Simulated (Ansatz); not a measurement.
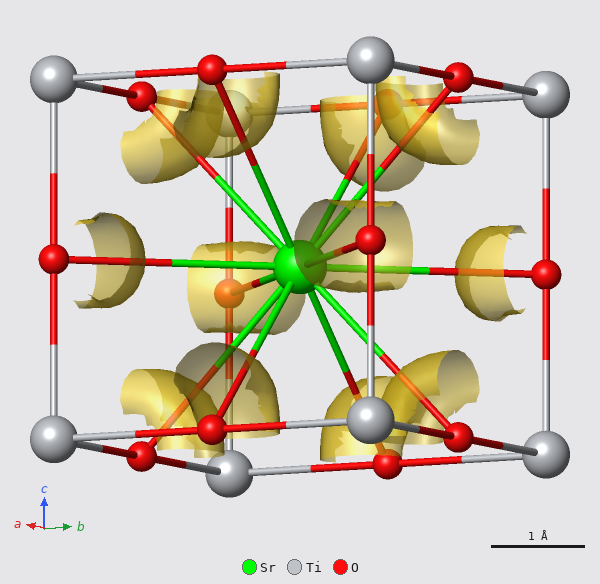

The picture shows: SrTiO3. Where the hole sits when 0.2 electron is taken from the 5-atom cell of the calculation (uniform compensating background, atoms fixed); the change of density for each carrier, counted positive where the carrier is: yellow surfaces at +0.03, none at −0.03 1/Å³, in the conventional cell seen at an oblique angle (the regions close to the nuclei are left out). Cores are masked to 1.0 Å (Sr), 1.0 Å (Ti) and 0.6 Å (O).

Space group Pm-3m; the calculation finds a residual pressure of about 4 GPa at this fixed cell.

Level of theory: Ansatz 0.2.0, DFT PBE, scalar-relativistic, plane waves, PAW.

Core electrons are frozen (PAW), so the fields are smoothed inside the atomic spheres.

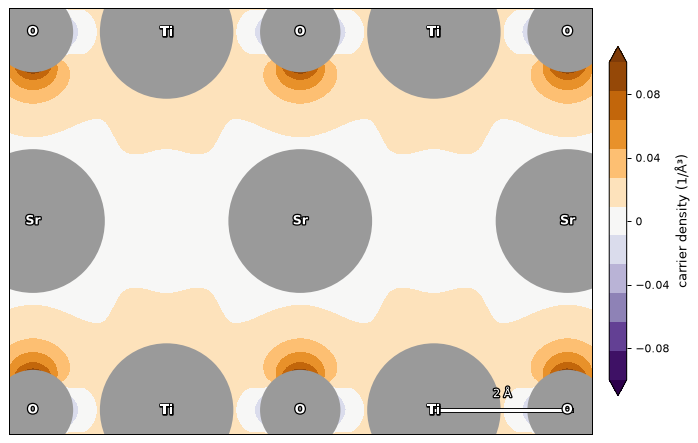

The same field as a map on the (011̄) plane of the conventional cell, with grey discs over the atomic cores.

Describe the change of density.

Answer. Summed over atomic cells sized by the Bader volumes, the hole divides as O about 75 %, Sr about 15 % and Ti about 10 %; the most favoured element is O, which fills 60 % of the volume. Over the whole cell, outside the cores, it is densest at the edge of the masked core of O. The counter-flow of charge adds up to under 0.1 e for each carrier. These are shares of the net change, screening included; the states that take the carrier can be more concentrated.

Run times: 26 s (hole) and 30 s (base cell), on 2 threads of Intel(R) Xeon(R) Platinum 8259CL CPU @ 2.50GHz (Skylake/Cascade Lake), on a shared host.
